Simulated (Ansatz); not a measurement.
**Run report: Cu, single-point calculation**

The run: single-point calculation of Cu (slab, 8 atoms in the cell). Method and program: DFT PBE, scalar-relativistic, plane waves, PAW, no spin polarisation (Ansatz 0.2.0).

The structure derives from a Materials Project entry. It belongs to a series of runs on one base structure; here: (0 0 1) slab cut from the bulk.

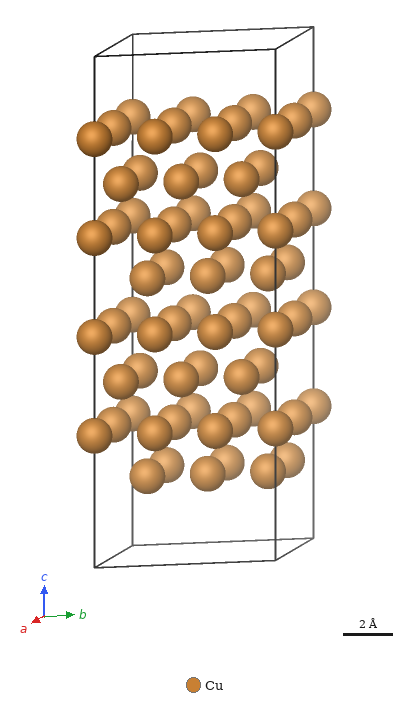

The input geometry (spheres-only view of the 2 × 3 repeat of the cell, with the vacuum cut short, seen slightly off an axis). An atom can appear more than once, as a periodic image.

## Key numbers

```json
{"quantity": "outcome", "value": "converged"}
{"quantity": "electrons treated", "value": "152"}
{"quantity": "free energy", "value": "−53000.4231 eV"}
{"quantity": "work function, top face", "value": "4.82 eV"}
{"quantity": "work function, bottom face", "value": "4.83 eV"}
{"quantity": "Fermi energy", "value": "7.266 eV"}
{"quantity": "gap on the k-point mesh", "value": "none (metallic)"}
{"quantity": "work function (upper face)", "value": "4.82 eV"}
{"quantity": "largest force (length of the vector)", "value": "0.063 eV/Å"}
{"quantity": "hardware", "value": "1 thread of Intel Xeon @ 2.70GHz, 189 GiB of memory available, shared host"}
{"quantity": "wall time", "value": "61 s"}
{"quantity": "peak memory", "value": "0.59 GiB"}
```

## The input
```yaml
crystal:
  lattice:
    - [2.56704129, 0.0, 0.0]
    - [-1.283520645, 2.2231229697, 0.0]
    - [0.0, 0.0, 29.6764756522]
  atoms:
    - { symbol: Cu, position: [0.3333333333, 0.6666666667, 0.2527254276] }
    - { symbol: Cu, position: [0.0, 0.0, 0.3233753055] }
    - { symbol: Cu, position: [0.6666666667, 0.3333333333, 0.3940251833] }
    - { symbol: Cu, position: [0.0, 0.0, 0.4646750611] }
    - { symbol: Cu, position: [0.3333333333, 0.6666666667, 0.5353249389] }
    - { symbol: Cu, position: [0.0, 0.0, 0.6059748167] }
    - { symbol: Cu, position: [0.6666666667, 0.3333333333, 0.6766246945] }
    - { symbol: Cu, position: [0.0, 0.0, 0.7472745724] }
basis:
  ecutwfc: 420
kpoints:
  mp_grid: { grid: [15, 15, 1] }
hamiltonian:
  xc: pbe
scf:
  occupations: { method: gaussian, width: 0.1 }
output:
  forces: true
  stress: true
  eigenvalues: true
efield:
  axis: 3
  dipole_correction: true
  ramp_width: 0.04
```

Launched with:
```bash
ansatz run input.yaml --threads 1 --pin off --max-ram 2560MiB --backend cpu --events-out ev --progress --plain --runs-dir out
```

## Log
```
Engine: ansatz 0.2.0, x86_64-unknown-linux-gnu
Pseudopotentials: kind: paw
Pseudopotential: Cu, paw, valence charge 19, recommended cutoff 420 eV (normal), Cu.paw.azcp
Functional definition: PBE
  parameter kappa = 0.804
  parameter beta = 0.06672455060314922
  exchange = pbe_x(kappa = kappa, mu = beta*pi^2/3)
  correlation = pbe_c(beta = beta)
Crystal: 8 atoms, lattice volume = 169.359 Å³
Basis set: ecut = 420 eV, 3357 PW (Γ), exchange–correlation on 36×36×400 points (8 copies of the dense FFT grid, shifted against one another)
Bands: 92, of which v1, the nominal top of the filled ones, is band 76 counted from 1 (75 counted from 0)
Symmetry: 6 space group operations
Space group: P3m1 (ITA 156), of the structure as read, at distance tolerance 5.5e-5 Å
k-points: 27 of 225 (time reversal used)
Non-local potential: Cu, projectors of the file, l = 0: 3, l = 1: 2, l = 2: 3, l = 3: 1
PAW form: soft (Blöchl's): semilocal exchange-correlation on the pseudo side does not see the compensation charge
PAW one-centre angular grid: Cu, 590 points (default); XC on 64 Gauss nodes
Initial density: superposition of atomic densities (neutral atoms: chi_scale 0, normalization atom), corrected by the library's trained network
Initial wavefunctions: pseudopotential atomic-orbital guess
Functional: x = pbe(κ = 0.804, μ = 0.2195149727645171), c = pbe(β = 0.06672455060314922)
SCF iter   1: F=—  HF=-53000.422149 eV  |F-HF|=—  |Δ(HF+E_count)|=         —  Δρ=1.69e-3  dr2=9.55e-2  ethr=1.77e-3  p=-0.000 e·Å  D=-1.73e-4 V/Å  ΔV_dip=0.01 eV  dr2_dipole=3.14e-3  V_vac-E_F(+/−)=4.73/4.72 eV  ⟨swp⟩=6.2  Hψ=9610  notcnv=0  defer=95
efield: sawtooth ramp at fractional position 0.9800 (placed from the atoms, in the widest stretch of the axis that holds none; the zero of the levels goes with the place), width 0.0400; the density the first Hamiltonian is built on has a dipole p = -0.000 e·Å; the dipole correction subtracts the counter field D = -1.73e-4 V/Å, which shifts the + side's vacuum level by +0.01 eV against the − side's; the planar-averaged density in the ramp window peaks in size at 1.0e-4 e/Å³
preconditioner: auto → LDOS  [metal: Δε(μ)=0.040 eV  Ē_g=9.189 eV  σ=0.100 eV  W_gap=0.22  n_scr=24 (ndim 8)  ℏωp=26.8 eV  f_vac=0.413  D(μ)=3.77/eV (n_scr^D=18)  β→1.0]
SCF iter   2: F=—  HF=-53000.424132 eV  |F-HF|=—  |Δ(HF+E_count)|=   1.98e-3  Δρ=2.70e-3  dr2=2.39e-2  ethr=6.28e-5  p=0.000 e·Å  D=1.59e-6 V/Å  ΔV_dip=-0.00 eV  dr2_dipole=9.48e-4  V_vac-E_F(+/−)=4.79/4.79 eV  ⟨swp⟩=2.3  Hψ=3444  notcnv=0  defer=143
SCF iter   3: F=—  HF=-53000.423753 eV  |F-HF|=—  |Δ(HF+E_count)|=   3.79e-4  Δρ=1.74e-3  dr2=7.78e-3  ethr=1.57e-5  p=-0.000 e·Å  D=-7.91e-5 V/Å  ΔV_dip=0.00 eV  dr2_dipole=1.10e-4  V_vac-E_F(+/−)=4.78/4.78 eV  ⟨swp⟩=2.0  Hψ=3204  notcnv=0  defer=143
SCF iter   4: F=—  HF=-53000.423179 eV  |F-HF|=—  |Δ(HF+E_count)|=   5.74e-4  Δρ=8.30e-4  dr2=1.94e-3  ethr=5.12e-6  p=0.000 e·Å  D=7.06e-5 V/Å  ΔV_dip=-0.00 eV  dr2_dipole=1.31e-4  V_vac-E_F(+/−)=4.80/4.80 eV  ⟨swp⟩=2.0  Hψ=3245  notcnv=0  defer=143
SCF iter   5: F=—  HF=-53000.423077 eV  |F-HF|=—  |Δ(HF+E_count)|=   1.02e-4  Δρ=1.90e-4  dr2=5.73e-5  ethr=1.28e-6  p=0.000 e·Å  D=6.77e-5 V/Å  ΔV_dip=-0.00 eV  dr2_dipole=4.71e-6  V_vac-E_F(+/−)=4.81/4.81 eV  ⟨swp⟩=2.1  Hψ=2977  notcnv=0  defer=143
SCF iter   6: F=—  HF=-53000.423107 eV  |F-HF|=—  |Δ(HF+E_count)|=   2.93e-5  Δρ=1.41e-4  dr2=2.81e-5  ethr=3.77e-8  p=0.000 e·Å  D=9.31e-5 V/Å  ΔV_dip=-0.00 eV  dr2_dipole=2.49e-6  V_vac-E_F(+/−)=4.82/4.82 eV  ⟨swp⟩=2.3  Hψ=3801  notcnv=0  defer=143
SCF iter   7: F=—  HF=-53000.423112 eV  |F-HF|=—  |Δ(HF+E_count)|=   5.61e-6  Δρ=2.92e-5  dr2=1.96e-6  ethr=1.85e-8  p=0.000 e·Å  D=9.80e-5 V/Å  ΔV_dip=-0.00 eV  dr2_dipole=5.68e-7  V_vac-E_F(+/−)=4.82/4.82 eV  ⟨swp⟩=2.0  Hψ=3362  notcnv=0  defer=143
SCF iter   8: F=—  HF=-53000.423114 eV  |F-HF|=—  |Δ(HF+E_count)|=   1.45e-6  Δρ=2.50e-5  dr2=1.10e-6  ethr=1.29e-9  p=0.000 e·Å  D=1.01e-4 V/Å  ΔV_dip=-0.00 eV  dr2_dipole=1.66e-7  V_vac-E_F(+/−)=4.82/4.82 eV  ⟨swp⟩=3.0  Hψ=3873  notcnv=0  defer=143
SCF iter   9: F=—  HF=-53000.423114 eV  |F-HF|=—  |Δ(HF+E_count)|=   8.45e-8  Δρ=8.58e-6  dr2=2.65e-7  ethr=7.26e-10  p=0.000 e·Å  D=1.03e-4 V/Å  ΔV_dip=-0.00 eV  dr2_dipole=9.69e-8  V_vac-E_F(+/−)=4.82/4.82 eV  ⟨swp⟩=2.0  Hψ=3197  notcnv=0  defer=143
SCF iter  10: F=-53000.423114 eV  HF=-53000.423114 eV  |F-HF|=9.47e-8  |Δ(HF+E_count)|=   8.38e-8  Δρ=2.44e-6  dr2=2.79e-8  ethr=6.58e-11  p=0.000 e·Å  D=1.03e-4 V/Å  ΔV_dip=-0.00 eV  dr2_dipole=1.50e-8  V_vac-E_F(+/−)=4.82/4.82 eV  ⟨swp⟩=13.2  Hψ=12800  notcnv=0
SCF 1 converged in 10 iterations: F = -53000.423114 eV  dr2 = 2.79e-8
  greatest PAW one-centre occupation: 1.000 electrons in one spin orbital (limit 2), on the Cu atom at site 7 (counted from 0), in its partial waves of l = 0
```

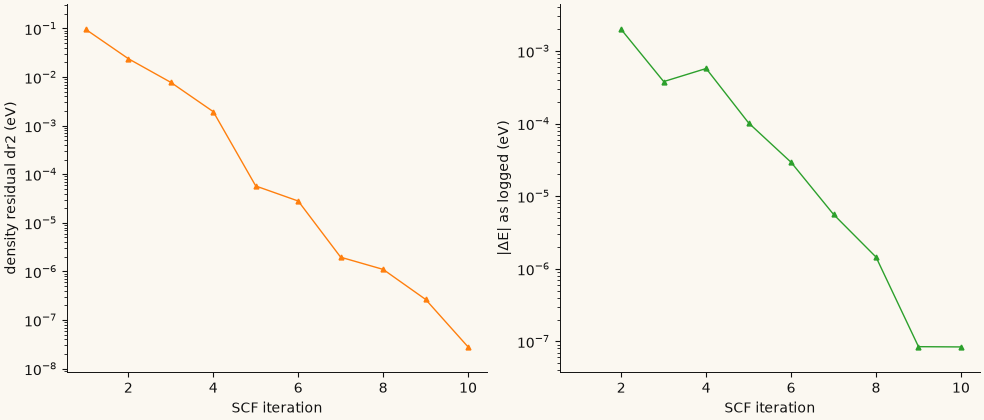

Convergence of the self-consistent field: density residual dr2 and size of the energy change against the SCF iteration. The residual falls at every step.

```
SCF converged after 10 iterations
Free energy (F): -53000.423114 eV
Harris-Foulkes:  -53000.423114 eV  (|F-HF|=9.47e-8)
Internal energy: -53000.404696 eV  (E = F + TS)
E sigma→0 (E₀):  -53000.413905 eV
Entropy (-TS):   -0.018418 eV (-2.302 meV/atom)
Fermi energy:    7.265548 eV
Dipole field:    D = 0.000282 V/Å  (p = 0.000264 e·Å, saw-weighted, corrected)
Work function:   Φ+ = 4.8167 eV   Φ− = 4.8250 eV
Levels:          The Fermi level and band energies are counted from a zero that moves with the ramp; work functions are not
--- Per-component energies (eV) ---
  E_band       = -4302.727784
  E_kinetic    = 2397.052515
  E_local      = -380698.727358  (includes V_loc(G=0)·N_el)
  E_nonlocal   = 3124.149091
  E_hartree    = 187710.047823
  E_xc         = -713.349287
  E_vxc        = -920.272550  (∫ρ·V_xc dr)
  E_paw        = -13308.514555  (= ΣΔE_a)
  E_vpaw       = -3624.981279  (= ΣTr[D̂ρ^β])
  E_aug_tail   = 0.002136  (compensation charges beyond the density's cutoff)
  E_efield     = 0.000000  (sawtooth field / dipole correction)
  E_vefield    = 0.000000  (∫n·V_field dr)
  E_ewald      = 148488.934940
  E_smearing   = -0.018418  (= −TS)
  E_closure    = 0.000000  (closes the sum)
  Σ components = -53000.423114   (vs F -53000.423114, Δ=0.00e0)
--- Forces (eV/Å), atoms counted from 1 ---
  atom   1  Cu     0.00000000     0.00000000     0.06319285
  atom   2  Cu     0.00000000    -0.00000000    -0.06278359
  atom   3  Cu     0.00000000     0.00000000    -0.04721413
  atom   4  Cu     0.00000000    -0.00000000     0.01983014
  atom   5  Cu     0.00000000    -0.00000000    -0.02534834
  atom   6  Cu     0.00000000     0.00000000     0.05452389
  atom   7  Cu     0.00000000     0.00000000     0.03057275
  atom   8  Cu     0.00000000    -0.00000000    -0.03277809
  max |Σ_I F_I| component: 4.51e-6 eV/Å
--- Stress (GPa, compression-positive) ---
       -1.500905       0.000000       0.000000
       -0.000000      -1.500905       0.000000
       -0.000000       0.000000       0.053305
  P = ⅓ Tr σ = -0.9828 GPa (-9.828 kbar)
--- Band table (eV; the first three rows and the last of 27) ---
  k-point 0: bands = ["-105.3115", "-105.3093", "-105.3034", "-105.2973", "-105.2614", "-105.2568", "-104.9707", "-104.9687", "-62.7117", "-62.6928", "-62.6650", "-62.6466", "-62.6466", "-62.6437", "-62.6437", "-62.6368", "-62.6368", "-62.6366", "-62.6296", "-62.6296", "-62.6162", "-62.6115", "-62.5944", "-62.5944", "-62.5907", "-62.5907", "-62.3318", "-62.3318", "-62.3288", "-62.3288", "-62.2930", "-62.2916", "-1.9420", "-1.5555", "-0.9381", "-0.1468", "0.7523", "1.5732", "2.0692", "2.2136", "4.0965", "4.1006", "4.2283", "4.2637", "4.2637", "4.2637", "4.2771", "4.2771", "4.3236", "4.3236", "4.3790", "4.3790", "4.3854", "4.4138", "4.4138", "4.4410", "4.4410", "4.6128", "4.6624", "4.6624", "4.6735", "4.6735", "4.9827", "4.9827", "5.0777", "5.0777", "5.1722", "5.1722", "5.2980", "5.3104", "5.3104", "5.4351", "5.4351", "5.5476", "5.5476", "5.6733", "5.6733", "5.6910", "5.6910", "6.5947", "6.8476", "11.3683", "11.6044", "12.3156", "12.7351", "14.1626", "14.3294", "16.4821", "16.5050", "19.1013", "19.2183", "22.1056"]
  k-point 1: bands = ["-105.3111", "-105.3088", "-105.3031", "-105.2970", "-105.2610", "-105.2564", "-104.9704", "-104.9683", "-62.7105", "-62.6922", "-62.6655", "-62.6503", "-62.6475", "-62.6463", "-62.6447", "-62.6421", "-62.6376", "-62.6342", "-62.6329", "-62.6303", "-62.6160", "-62.6118", "-62.5976", "-62.5952", "-62.5939", "-62.5915", "-62.3351", "-62.3326", "-62.3322", "-62.3297", "-62.2927", "-62.2913", "-1.7998", "-1.4152", "-0.8010", "-0.0145", "0.8779", "1.6890", "2.1720", "2.3041", "4.0306", "4.0596", "4.1611", "4.1922", "4.2322", "4.2564", "4.3042", "4.3108", "4.3180", "4.3305", "4.3703", "4.3865", "4.4157", "4.4175", "4.4521", "4.4606", "4.4842", "4.5260", "4.6332", "4.6685", "4.7016", "4.7149", "4.8805", "4.9555", "4.9683", "5.0649", "5.0670", "5.1712", "5.1949", "5.3074", "5.3454", "5.4361", "5.4754", "5.5093", "5.5511", "5.6043", "5.6756", "5.6923", "5.9953", "6.9326", "7.2463", "11.4493", "11.7318", "12.4346", "12.8534", "14.2802", "14.4536", "16.6095", "16.6239", "19.2296", "19.3377", "22.2331"]
  k-point 2: bands = ["-105.3099", "-105.3076", "-105.3021", "-105.2962", "-105.2600", "-105.2554", "-104.9693", "-104.9673", "-62.7072", "-62.6907", "-62.6688", "-62.6601", "-62.6528", "-62.6513", "-62.6502", "-62.6474", "-62.6416", "-62.6399", "-62.6328", "-62.6323", "-62.6165", "-62.6129", "-62.6061", "-62.6026", "-62.5976", "-62.5939", "-62.3445", "-62.3416", "-62.3350", "-62.3321", "-62.2917", "-62.2903", "-1.3793", "-1.0011", "-0.3985", "0.3705", "1.2377", "2.0143", "2.4574", "2.5537", "3.8714", "3.9259", "3.9990", "4.0707", "4.0813", "4.1411", "4.2199", "4.2600", "4.3308", "4.3901", "4.4142", "4.4224", "4.4407", "4.4851", "4.5023", "4.5188", "4.5297", "4.5943", "4.6060", "4.6128", "4.6447", "4.7843", "4.8210", "4.8789", "4.9334", "5.0178", "5.0543", "5.1341", "5.1697", "5.2225", "5.3017", "5.3464", "5.4366", "5.5589", "5.5607", "5.6810", "5.6963", "5.9255", "6.5840", "7.6118", "8.0925", "11.6950", "12.1132", "12.8034", "13.2106", "14.6384", "14.8264", "16.9813", "16.9906", "19.6103", "19.6921", "22.5854"]
  k-point 26: bands = ["-105.3006", "-105.2962", "-105.2959", "-105.2899", "-105.2520", "-105.2473", "-104.9611", "-104.9591", "-62.7071", "-62.7061", "-62.7047", "-62.7015", "-62.6998", "-62.6956", "-62.6892", "-62.6820", "-62.6663", "-62.6637", "-62.6501", "-62.6488", "-62.6469", "-62.6433", "-62.6369", "-62.6363", "-62.6186", "-62.6134", "-62.3863", "-62.3857", "-62.3834", "-62.3828", "-62.2841", "-62.2827", "3.2699", "3.2699", "3.2820", "3.3315", "3.3429", "3.3476", "3.3852", "3.4139", "3.4213", "3.5085", "3.5110", "3.5515", "3.6008", "3.7251", "3.7269", "4.0447", "4.0488", "4.0579", "4.1102", "4.1912", "4.2127", "4.5779", "4.5919", "4.6346", "4.6402", "4.7918", "4.7963", "4.8681", "5.1354", "5.1439", "5.2089", "5.3179", "5.4804", "5.5346", "5.5646", "5.5679", "5.6076", "5.6177", "5.6309", "5.6326", "10.4478", "10.4629", "10.6375", "10.6703", "10.8336", "10.9241", "11.0922", "11.4161", "11.5523", "11.7271", "11.8484", "12.1915", "13.3268", "13.5845", "13.9766", "14.1076", "14.5947", "14.7935", "15.3396", "15.9146"]
```

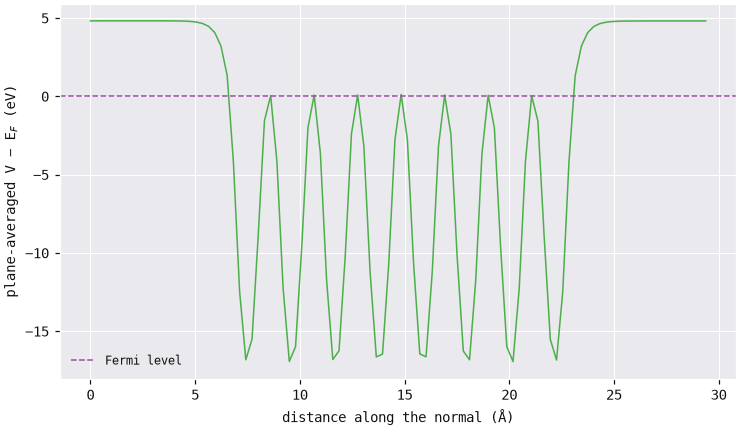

Plane average of the electrostatic potential energy of an electron across the cell, from the Fermi level. The vacuum level lies 4.82 eV above the Fermi level.
